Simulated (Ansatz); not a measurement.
# From HfO2 to TiO2

System: HfO2 (6 atoms in the cell).
Method of the first run: DFT r2SCAN, scalar-relativistic, plane waves, PAW, no spin polarisation (Ansatz 0.2.0).
System of the second run: TiO2 (I4₁/amd, 6 atoms in the cell).

On the first run: The structure was made by swapping elements on the sites of another compound; it need not be a known phase. On the second run: The structure derives from a Materials Project entry. It belongs to a series of runs on one base structure; here: band edges sought over the zone. Text and figures count atoms from 1; the logs count them from 0 in places.

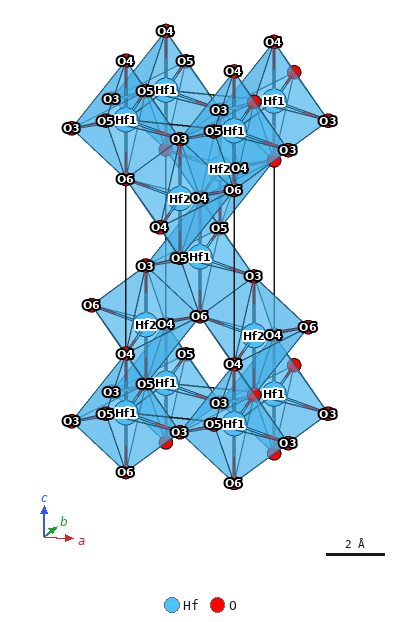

The structure as given in the input (polyhedral view of the cell 2 times as large as that of the calculation, set on its symmetry axes, seen slightly off an axis; polyhedra are completed across the faces of the cell; atoms are numbered from 1 in the order of the input).

## The input, the first run
```yaml
crystal:
  lattice:
    - [-1.9967391822, 1.9967391822, 5.2710757451]
    - [1.9967391822, -1.9967391822, 5.2710757451]
    - [1.9967391822, 1.9967391822, -5.2710757451]
  atoms:
    - { symbol: Hf, position: [0.0, 0.0, 0.0] }
    - { symbol: Hf, position: [0.75, 0.25, 0.5] }
    - { symbol: O, position: [0.9521310097, 0.4521310097, 0.5] }
    - { symbol: O, position: [0.2021310097, 0.2021310097, 0.0] }
    - { symbol: O, position: [0.5478689903, 0.0478689903, 0.5] }
    - { symbol: O, position: [0.7978689903, 0.7978689903, 0.0] }
basis:
  ecutwfc: 500
kpoints:
  mp_grid: { grid: [8, 8, 8] }
  band_path: { path: [VBM, CBM], npoints: 2 }
hamiltonian:
  xc: r2scan
scf:
  occupations: { method: gaussian, width: 0.02 }
output:
  forces: true
  stress: true
  eigenvalues: true
checkpoint:
  read: start.run
  write: ck
  compress: false
  write_wavefunctions: false
  write_every: 100000
```

Command:
```bash
ansatz run input.yaml --threads 1 --pin off --max-ram 2560MiB --backend cpu --events-out ev --progress --plain --runs-dir out
```

Hardware: 1 thread of Oxide Virtual Turin-like (Zen 5), 32 GiB of memory available, shared host.

## Output, shortened to warnings, some set-up lines, iterations and results (the first run)
```
Basis set: ecut = 500 eV, 2131 PW (Γ), FFT grids on a1+a3, a2+a3, a3, exchange–correlation on 120×120×180 points (64 copies of the dense FFT grid, shifted against one another)
Symmetry: 16 space group operations
k-points: 59 of 512
Initial density: read from a saved state, or passed on in memory by an earlier SCF of this step, an earlier step, the calling program or the single point that the run made first
[...]
SCF iter   1: F=—  HF=-33752.666416 eV  |F-HF|=—  |Δ(HF+E_count)|=         —  Δρ=9.29e-7  dr2=4.46e-10  dr2_τ=8.03e-11  ethr=9.89e-8  ⟨swp⟩=3.9  Hψ=16850  notcnv=0
SCF iter   2: F=-33752.666416 eV  HF=-33752.666416 eV  |F-HF|=5.82e-11  |Δ(HF+E_count)|=   1.12e-7  Δρ=4.36e-7  dr2=1.14e-10  dr2_τ=5.72e-11  ethr=1.00e-12  ⟨swp⟩=6.5  …
SCF 1 converged in 2 iterations: F = -33752.666416 eV  dr2 = 1.14e-10
NSCF: frozen V_eff on 30 k-points
NSCF: frozen V_eff on 30 k-points
NSCF: frozen V_eff on 30 k-points
NSCF: frozen V_eff on 20 k-points
NSCF: frozen V_eff on 10 k-points
NSCF: frozen V_eff on 12 k-points
NSCF: frozen V_eff on 6 k-points
NSCF: frozen V_eff on 6 k-points
NSCF: frozen V_eff on 3 k-points
NSCF: frozen V_eff on 3 k-points
SCF converged after 2 iterations
Free energy (F): -33752.666416 eV
Harris-Foulkes:  -33752.666416 eV  (|F-HF|=5.82e-11)
Internal energy: -33752.666416 eV  (E = F + TS)
E sigma→0 (E₀):  -33752.666416 eV
Fermi energy:    12.081979 eV
--- Per-component energies (eV) ---
  E_band       = -326.036092
  E_kinetic    = 1547.668845
  E_local      = -14503.004752  (includes V_loc(G=0)·N_el)
  E_nonlocal   = -2303.818343
  E_hartree    = 6595.191145
  E_xc         = -860.567567
  E_vxc        = -1009.599421  (∫ρ·V_xc dr)
  E_paw        = -14544.621777  (= ΣΔE_a)
  E_vpaw       = 2696.230556  (= ΣTr[D̂ρ^β])
  E_aug_tail   = 0.004168  (compensation charges beyond the density's cutoff)
  E_vtau       = 56.100333  (kinetic-family band-sum trace: ∫τ·v_τ [+ j·A + Jᵃ·Aᵃ] dr)
  E_ewald      = -9684.033415
  E_core_change = 0.515280  (= ΣΔE_core)
  E_smearing   = -0.000000  (= −TS)
  E_closure    = -0.000000  (closes the sum)
  Σ components = -33752.666416   (vs F -33752.666416, Δ=0.00e0)
--- Forces (eV/Å), atoms counted from 1 ---
  atom   1  Hf    -0.00000000    -0.00000000    -0.00000000
  atom   2  Hf     0.00000000     0.00000000     0.00000000
  atom   3  O     -0.00000000     0.00000000     0.00243635
  atom   4  O      0.00000000    -0.00000000     0.00243635
  atom   5  O     -0.00000000    -0.00000000    -0.00243635
  atom   6  O      0.00000000     0.00000000    -0.00243635
  max |Σ_I F_I| component: 2.49e-18 eV/Å
--- Stress (GPa, compression-positive) ---
       -0.058739      -0.000000       0.000000
       -0.000000      -0.058739      -0.000000
        0.000000       0.000000       0.030947
  P = ⅓ Tr σ = -0.0288 GPa (-0.288 kbar)
```

The input of the second run differs as follows (lines with − go, lines with + come):
```diff
-    - [-1.9967391822, 1.9967391822, 5.2710757451]
-    - [1.9967391822, -1.9967391822, 5.2710757451]
-    - [1.9967391822, 1.9967391822, -5.2710757451]
+    - [-1.8982837309, 1.8982837309, 4.8311157135]
+    - [1.8982837309, -1.8982837309, 4.8311157135]
+    - [1.8982837309, 1.8982837309, -4.8311157135]
-    - { symbol: Hf, position: [0.0, 0.0, 0.0] }
-    - { symbol: Hf, position: [0.75, 0.25, 0.5] }
-    - { symbol: O, position: [0.9521310097, 0.4521310097, 0.5] }
-    - { symbol: O, position: [0.2021310097, 0.2021310097, 0.0] }
-    - { symbol: O, position: [0.5478689903, 0.0478689903, 0.5] }
-    - { symbol: O, position: [0.7978689903, 0.7978689903, 0.0] }
+    - { symbol: Ti, position: [0.0, 0.0, 0.0] }
+    - { symbol: Ti, position: [0.75, 0.25, 0.5] }
+    - { symbol: O, position: [0.9561225872, 0.4561225872, 0.5] }
+    - { symbol: O, position: [0.2061225872, 0.2061225872, 0.0] }
+    - { symbol: O, position: [0.5438774128, 0.0438774128, 0.5] }
+    - { symbol: O, position: [0.7938774128, 0.7938774128, 0.0] }
+  hubbard: { sites: [{ species: Ti, l: d, u_eff: 4.0 }] }
```

Predict how the results change.

The total energies belong to different systems, so their difference says nothing on which is more stable or more accurate. The gap on the mesh goes from 5.02 to 3.13 eV. The volume per atom goes from 14.01 to 11.61 Å³. The plane waves at Γ go from 2131 to 1741.

## Output, shortened to warnings, some set-up lines, iterations and results (the second run)
```
Warning: checkpoint.read: basis.fft_grid_basis: the saved state records [[1, 0, 0], [0, 1, 0], [0, 0, 1]]; without it this run's FFT boxes would lie on [[1, 0, 1], [0, 1, 1], [0, 0, 1]]; this run lays them on the saved basis, on which the saved density and orbitals are stored
Basis set: ecut = 500 eV, 1741 PW (Γ), exchange–correlation on 180×180×180 points (64 copies of the dense FFT grid, shifted against one another)
Symmetry: 16 space group operations
k-points: 59 of 512
Initial density: read from a saved state, or passed on in memory by an earlier SCF of this step, an earlier step, the calling program or the single point that the run made first
[...]
SCF iter   1: F=—  HF=-7286.180923 eV  |F-HF|=—  |Δ(HF+E_count)|=         —  Δρ=2.39e-7  dr2=3.66e-11  dr2_τ=3.16e-12  ethr=3.34e-9  ⟨swp⟩=4.0  Hψ=13528  notcnv=0
SCF iter   2: F=-7286.180923 eV  HF=-7286.180923 eV  |F-HF|=2.64e-11  |Δ(HF+E_count)|=   2.04e-9  Δρ=2.13e-7  dr2=2.79e-11  dr2_τ=5.68e-12  ethr=1.00e-12  ⟨swp⟩=5.3  Hψ=5184  …
SCF 1 converged in 2 iterations: F = -7286.180923 eV  dr2 = 2.79e-11
NSCF: frozen V_eff on 30 k-points
NSCF: frozen V_eff on 30 k-points
NSCF: frozen V_eff on 30 k-points
NSCF: frozen V_eff on 30 k-points
NSCF: frozen V_eff on 3 k-points
NSCF: frozen V_eff on 7 k-points
NSCF: frozen V_eff on 9 k-points
NSCF: frozen V_eff on 9 k-points
NSCF: frozen V_eff on 6 k-points
NSCF: frozen V_eff on 6 k-points
NSCF: frozen V_eff on 3 k-points
NSCF: frozen V_eff on 6 k-points
NSCF: frozen V_eff on 3 k-points
NSCF: frozen V_eff on 3 k-points
SCF converged after 2 iterations
Free energy (F): -7286.180923 eV
Harris-Foulkes:  -7286.180923 eV  (|F-HF|=2.64e-11)
Internal energy: -7286.180923 eV  (E = F + TS)
E sigma→0 (E₀):  -7286.180923 eV
Fermi energy:    8.497828 eV
--- Per-component energies (eV) ---
  E_band       = -520.445727
  E_kinetic    = 1250.167981
  E_local      = -3596.901256  (includes V_loc(G=0)·N_el)
  E_nonlocal   = 189.056516
  E_hartree    = 1388.121128
  E_xc         = -483.150922
  E_vxc        = -693.790229  (∫ρ·V_xc dr)
  E_hubbard    = 6.246021  (on-site DFT+U / exact-exchange correction)
  E_vhub       = 4.433858  (the Hubbard potential's part of the band-sum identity)
  E_paw        = -2745.928127  (= ΣΔE_a)
  E_vpaw       = -495.504748  (= ΣTr[D̂ρ^β])
  E_aug_tail   = 0.004588  (compensation charges beyond the density's cutoff)
  E_vtau       = 45.845317  (kinetic-family band-sum trace: ∫τ·v_τ [+ j·A + Jᵃ·Aᵃ] dr)
  E_ewald      = -3293.162173
  E_core_change = -0.634678  (= ΣΔE_core)
  E_smearing   = -0.000000  (= −TS)
  E_closure    = 0.000000  (closes the sum)
  Σ components = -7286.180923   (vs F -7286.180923, Δ=0.00e0)
--- Forces (eV/Å), atoms counted from 1 ---
  atom   1  Ti     0.00000000     0.00000000     0.00000000
  atom   2  Ti     0.00000000    -0.00000000     0.00000000
  atom   3  O      0.00000000    -0.00000000     0.00016949
  atom   4  O     -0.00000000    -0.00000000     0.00016949
  atom   5  O      0.00000000     0.00000000    -0.00016949
  atom   6  O      0.00000000    -0.00000000    -0.00016949
  max |Σ_I F_I| component: 7.26e-18 eV/Å
--- Stress (GPa, compression-positive) ---
        0.014074       0.000000       0.000000
        0.000000       0.014074       0.000000
       -0.000000       0.000000      -0.034723
  P = ⅓ Tr σ = -0.0022 GPa (-0.022 kbar)
Occupation matrices written to [file]
```

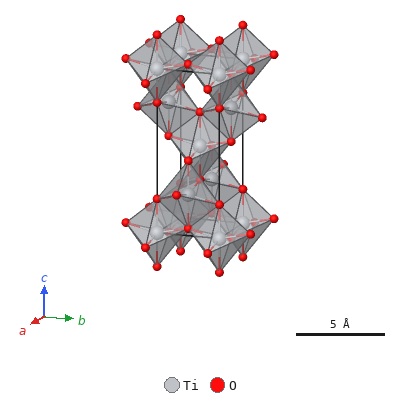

The input structure of the second run (polyhedral view of the cell 2 times as large as that of the calculation, set on its symmetry axes, seen slightly off an axis; polyhedra are completed across the faces of the cell).

## The two runs side by side

```tsv
quantity	the first run	the second run
outcome	converged	converged
free energy per atom (eV)	−5625.4444	−1214.3635
gap on the mesh (eV)	5.02	3.13
pressure (GPa)	−0.03	0.00
volume per atom (Å³)	14.01	11.61
largest force (eV/Å)	0.002	0.000
irreducible k-points	59	59
plane waves at Γ	2131	1741
wall time (shared host)	38 s	53 s
```

For the first run: Spin–orbit coupling is left out, which matters for Hf.
